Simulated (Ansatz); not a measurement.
System: SnO₂, space group P4_2/mnm (No. 136).

Input of the run:
```
crystal:
  lattice:
    - [4.8273977793, 0.0, 0.0]
    - [0.0, 4.8273977793, 0.0]
    - [0.0, 0.0, 3.2382126336]
  atoms:
    - { symbol: Sn, position: [0.0, 0.0, 0.0] }
    - { symbol: Sn, position: [0.5, 0.5, 0.5] }
    - { symbol: O, position: [0.3065711035, 0.3065711035, 0.0] }
    - { symbol: O, position: [0.1934288965, 0.8065711035, 0.5] }
    - { symbol: O, position: [0.6934288965, 0.6934288965, 0.0] }
    - { symbol: O, position: [0.8065711035, 0.1934288965, 0.5] }
basis:
  ecutwfc: 420
kpoints:
  mp_grid: { grid: [6, 6, 8] }
hamiltonian:
  xc: pbe
scf:
  occupations: { method: fixed }
output:
  eigenvalues: true
phonons:
  method: dfpt
  dielectric: true
  rigid_motions: translations
  raman: true
  eigenvectors: true
```

Run as:
```bash
ansatz run input.yaml --threads 2 --pin off --max-ram 6144MiB --backend cpu --events-out ev --progress --plain --runs-dir out
```

Method: Born effective charges by linear response at the zone centre, in units of the proton charge, Cartesian axes of the given cell; plane waves with PAW datasets (Ansatz 0.2.0). Level: PBE, no spin polarisation.

wave cutoff 420 eV; k mesh 6×6×8; occupations fixed; pressure 0 GPa.

Describe the result: the mean Born effective charge of each atom. The cases: Sn 1; Sn 2; O 1; O 2; O 3; O 4.

Sn 1 and Sn 2 share the largest size, 4.30 e, and the charges add up to 0.00 e. Sn 1 and Sn 2 are equally anisotropic; for Sn 1: its diagonal components run from 4.17 to 4.57 e. The Born charge xx, in e, is 4.165 for Sn 1, 4.165 for Sn 2, −2.083 for O 1, −2.083 for O 2, −2.083 for O 3 and −2.083 for O 4. The Born charge zz, in e, is 4.573 for Sn 1, 4.573 for Sn 2, −2.286 for O 1, −2.286 for O 2, −2.286 for O 3 and −2.286 for O 4.

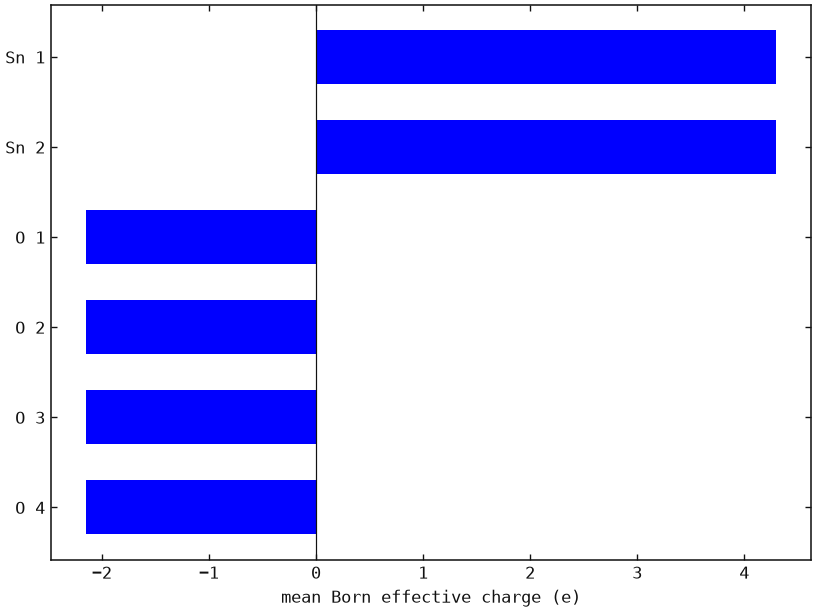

Note: a crossing between the sampled k points may be missed; field response not converged on the k mesh.
